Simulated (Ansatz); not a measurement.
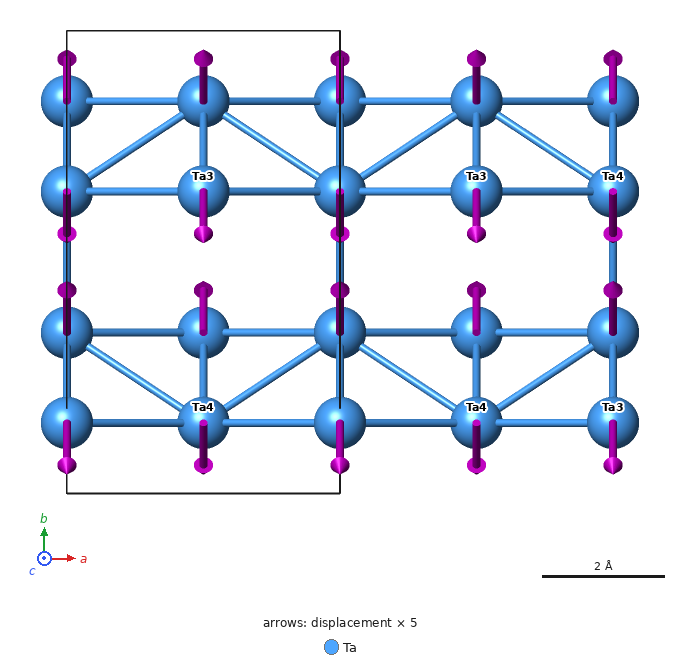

A relaxation of crystalline Ta (built on the alpha-gallium_64 type) (coarse preliminary run). The starting structure is drawn; purple arrows show the displacements (the part carried along by the change of the cell is left out), 5 times their true length.

A ball-and-stick model of the conventional cell (2 times the calculation's cell), repeated 2 × 1 × 1 with one cell outlined, seen along the c axis. Lengths and directions refer to the drawn axes.

Case: alpha-gallium type (Cmce, No. 64).

Method: DFT PBEsol, scalar-relativistic, plane waves, PAW in Ansatz 0.2.0. Set-up: plane-wave cutoff 420 eV; k-point mesh 4 × 4 × 4; occupations gaussian; smearing width 0.1 eV; no spin polarisation; cell and atoms relaxed; force threshold 0.04 eV/Å; at most 70 steps.

What happened in the run?

The largest moves relative to the cell, 0.30 Å, are those of Ta atoms. Cell: a 4.511 → 4.693 Å (+4.0 %), b 7.646 → 9.983 Å (+30.6 %), c 4.517 → 3.141 Å (−30.5 %). Volume −5.5 %. Near-neighbour distances that change, for instance: Ta–Ta 4.517 → 3.141 Å, Ta–Ta 3.728 → 2.824 Å, Ta–Ta 2.795 → 3.278 Å, Ta–Ta 2.438 → 2.703 Å. New bonds form: Ta–Ta (3.73 → 2.82 Å). Among the angles between lasting bonds that change: Ta–Ta–Ta 113.1° → 68.9°, Ta–Ta–Ta 106.5° → 145.5°, Ta–Ta–Ta 118.2° → 108.3°. The space group (tolerance 0.01 Å) goes from Cmce (No. 64) to Fmmm (No. 69). After 12 accepted moves (15 points after the start) the energy has fallen by 4.477 eV per cell of the calculation. Largest force component: 2.1 eV/Å at the start, 0.018 eV/Å at the end. The pressure goes from 15.56 to 0.02 GPa. The line search rejected the trial step at point 10 of the run. At 2 points the geometry stayed and the basis and grid were re-selected for the new cell (energy shift of 39.3 meV per cell of the calculation at most each time).
